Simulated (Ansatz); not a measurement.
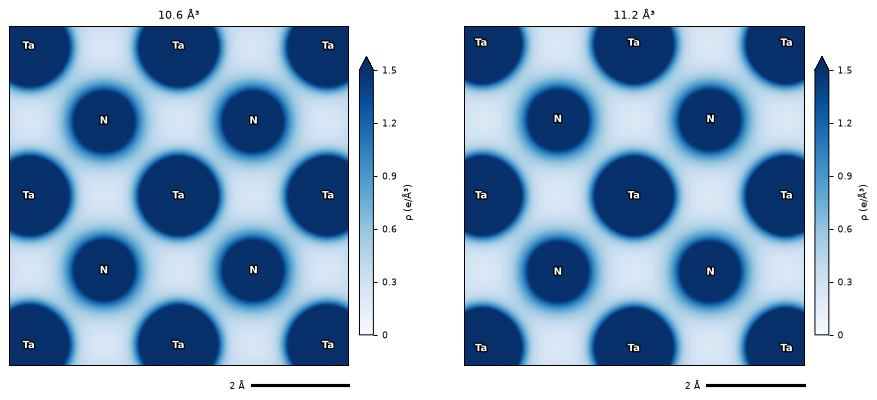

TaN. The valence pseudo-density of cells scaled evenly to different volumes (given per atom above each panel), on the (101) plane of each (indices in the axes of the cell below), at one length scale and on one colour scale.

A structure from a database of computed crystals, not necessarily the ambient phase.

Theory: Kohn-Sham DFT of a periodic cell, PBE0, Ansatz PAW in Ansatz.

In a PAW calculation such maps are meaningful between the atoms, not at the nuclei.

The largest cell:

```cif
data_structure
_symmetry_space_group_name_H-M 'P 1'
_symmetry_Int_Tables_number 1
_cell_length_a 3.1684
_cell_length_b 3.1684
_cell_length_c 3.1684
_cell_angle_alpha 60.000
_cell_angle_beta 60.000
_cell_angle_gamma 60.000
_cell_volume 22.49
loop_
_atom_site_label
_atom_site_type_symbol
_atom_site_fract_x
_atom_site_fract_y
_atom_site_fract_z
_atom_site_occupancy
Ta1 Ta 0.50000 0.50000 0.50000 1
N1 N 0.00000 0.00000 0.00000 1
```

| volume (Å³/atom) | Ta–N contact in the plane (Å) | ρ at its midpoint (e/Å³) | pressure (GPa) | 
| --- | --- | --- | --- |
| 10.60 | 2.196 | 0.542 | −2.5 | 
| 10.81 | 2.211 | ? | ? | 
| 11.25 | 2.240 | 0.494 | −21.0 | 

Q: What values belong in the row with question marks?

A: Over the known rows ln ρ falls by 2.11 per Å of Ta–N distance (the line through the two), which gives 0.525 e/Å³ at 2.211 Å; the calculation gives 0.526 e/Å³. For the pressure, a straight line in volume between the neighbouring rows gives −8.5 GPa; the calculation gives −9.4, lower because pressure rises ever faster on compression.
